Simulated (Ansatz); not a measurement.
Input of the run:

```
crystal:
  lattice:
    - [3.7936346963, 0.0, 0.0]
    - [0.0, 3.7936346963, 0.0]
    - [0.0, 0.0, 3.7936346963]
  atoms:
    - { symbol: Tl, position: [0.0, 0.0, 0.0] }
    - { symbol: Cl, position: [0.5, 0.5, 0.5] }
kpoints:
  mp_grid: { grid: [4, 4, 4] }
hamiltonian:
  xc: hse06
scf:
  occupations: { method: fixed }
  n_extra_bands: 4
output:
  forces: true
  stress: true
  eigenvalues: true
  write_density: true
  write_potential: true
  elf: true
  volumetric_format: npy
```

Command:
```bash
ansatz run input.yaml --threads 4 --pin off --max-ram 3686MiB --backend cpu --events-out ev --progress --plain --runs-dir out
```

What does the calculation give for the electronic structure?

There is a gap; over the k points computed it is 2.74 eV (direct among those points). The upper group of valence states starts about 3.7 eV under the valence-band top, with a gap beneath it; it holds about 6 electrons a cell.

Spin-orbit coupling is left out, which matters for Tl.

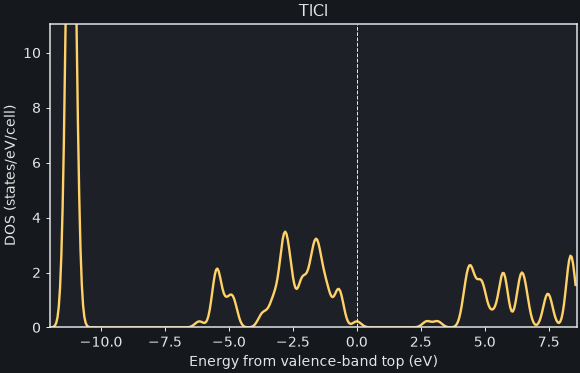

Density of states. Energies are counted from the top of the valence band. The curve is built from the levels of the k mesh with Gaussians 0.4 eV wide, which also blur the band edges.
